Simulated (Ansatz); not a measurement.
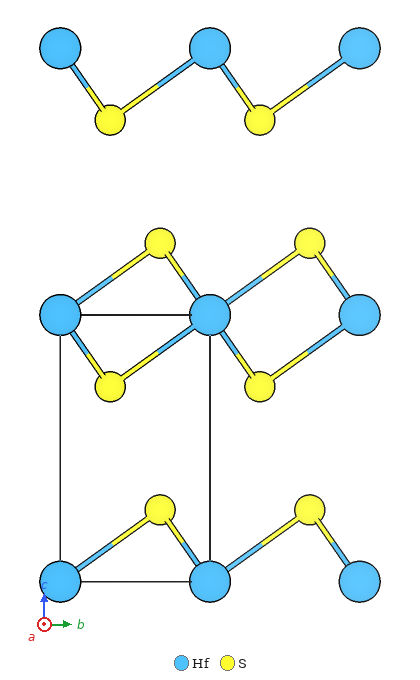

The picture looks along a close-packed row of the hexagonal mesh; c points upwards. Every atom sits on one of the three columns of the mesh; call them A, B, C in the order in which they first turn up. The sequence starts with the first layer at or above the cell's origin.

The compound is HfS2, taken as coordinates from a relaxation at fixed volume with Ansatz 0.2.0, DFT PBE+D3(BJ), scalar-relativistic, plane waves, PAW.

### Give the sequence of layers in one repeat, with element and column.

Hf(A) – S(B) – S(C) (three layers in 5.46 Å).

### How are the S layers alone stacked?

S layers alone: BC, the hexagonal close-packed type.

### Which positions between or in the S layers do the other atoms fill?

Hf: one octahedral site, counted in one hexagonal cell. One of the two gaps between S layers is empty, 2.52 Å wide.

### What short polytype symbol fits?

Polytype symbol 1T, the symbol of a layered MX2 polytype (number of slabs in the repeat and lattice).

Heights of the layers:

```tsv
layer	atoms (column)	height (Å)	to next (Å)
1	Hf(A)	0.00	1.47
2	S(B)	1.47	2.52
3	S(C)	3.99	1.47
```
